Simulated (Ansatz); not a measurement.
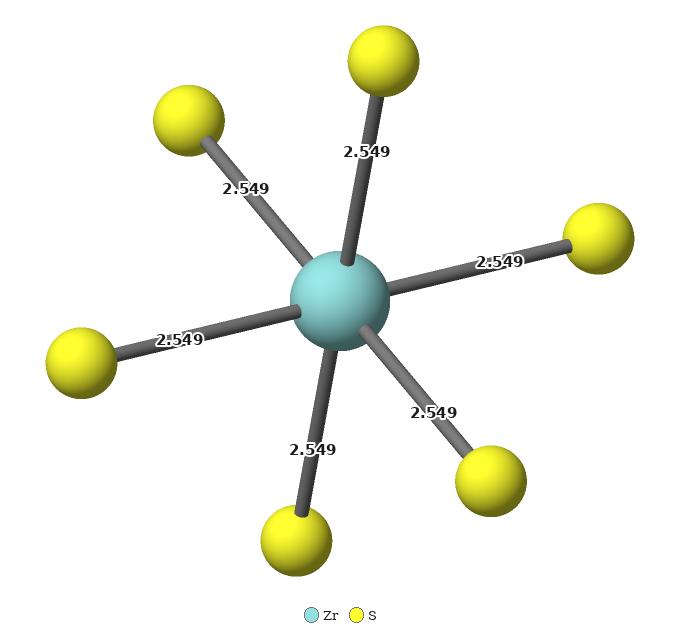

The surroundings of site Zr1 (at 0.000, 0.000, 0.000) in ZrS2 in space group P-3m1, with bond lengths in Å.

The cell is taken from coordinates from a relaxation with Ansatz, DFT PBEsol, scalar-relativistic, plane waves, PAW.

```yaml
crystal:
  lattice:
    - [3.62727, 0.00000, 0.00000]
    - [-1.81364, 3.14131, 0.00000]
    - [0.00000, 0.00000, 5.87634]
  atoms:
    - { symbol: Zr, position: [0.00000, 0.00000, 0.00000] }
    - { symbol: S, position: [0.33333, 0.66667, 0.24741] }
    - { symbol: S, position: [0.66667, 0.33333, 0.75259] }
```

Bond valence s = exp((R0 − d)/b), R0 fitted to published crystal structures with b = 0.37 Å; R0 in Å: Zr4+–S 2.417.

> Calculate the bond-valence sum of Zr1 from the bonds drawn.

6 × 0.700 = 4.20 v.u., against a formal valence of 4: overbonded (bonds short for this ion) by 0.20.

> And over the whole structure?

```
site              x, y, z  formal valence  bond-valence sum  difference
 Zr1  0.000, 0.000, 0.000              +4              4.23        0.23
  S1  0.333, 0.667, 0.247              −2              2.11        0.11
```

These sums include all anions within 5 Å. The global instability index (root mean square of the differences over all atoms) is 0.16 v.u.: moderate strain, common in real structures.
